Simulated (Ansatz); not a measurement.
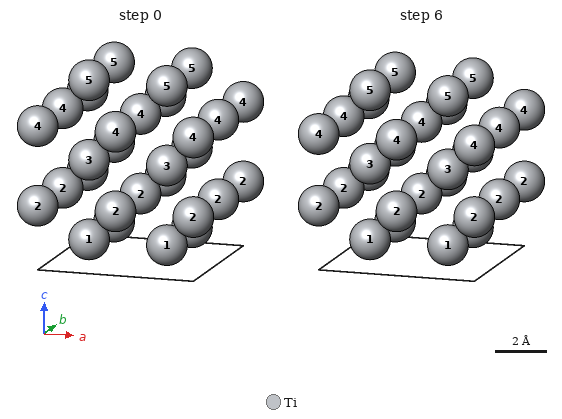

The structure of a slab of composition Ti (cut from the Im-3m phase) before (left) and after (right) a constrained relaxation, at one scale.

Style: spheres-only. Shown: the 2 × 2 repeat of the cell, outlined in the plane, without the vacuum, slightly off an axis.

Case: clean slab, lower half held. The slab is the (1 0 0) face of Ti. 2 atoms are held fixed.

Level of theory: Ansatz, DFT r2SCAN, scalar-relativistic, plane waves, PAW. Set-up: plane-wave cutoff 500 eV; k-point mesh 9 × 9 × 1; occupations gaussian; smearing width 0.1 eV; no spin polarisation; dipole correction; atoms relaxed in a fixed cell; force threshold 0.03 eV/Å; at most 70 steps.

### What changed between the two?

The atom that moves furthest is Ti5 (0.41 Å along the normal (−c)). The cell doesn't change. Some distances before and after: Ti2–Ti4 3.252 → 2.928 Å, Ti3–Ti5 3.252 → 2.998 Å, Ti1–Ti3 3.252 → 3.094 Å, Ti3–Ti4 2.816 → 2.724 Å. The energy falls by 52.6 meV per cell of the calculation in 5 accepted moves (6 points after the start). Largest force component: 0.53 eV/Å at the start, 0.016 eV/Å at the end. 1 step only repeated the SCF at the same geometry. Cost: 86 s on 2 threads of Intel(R) Xeon(R) Platinum 8375C CPU @ 2.90GHz (Ice Lake) (shared host), peak memory 1 GiB.
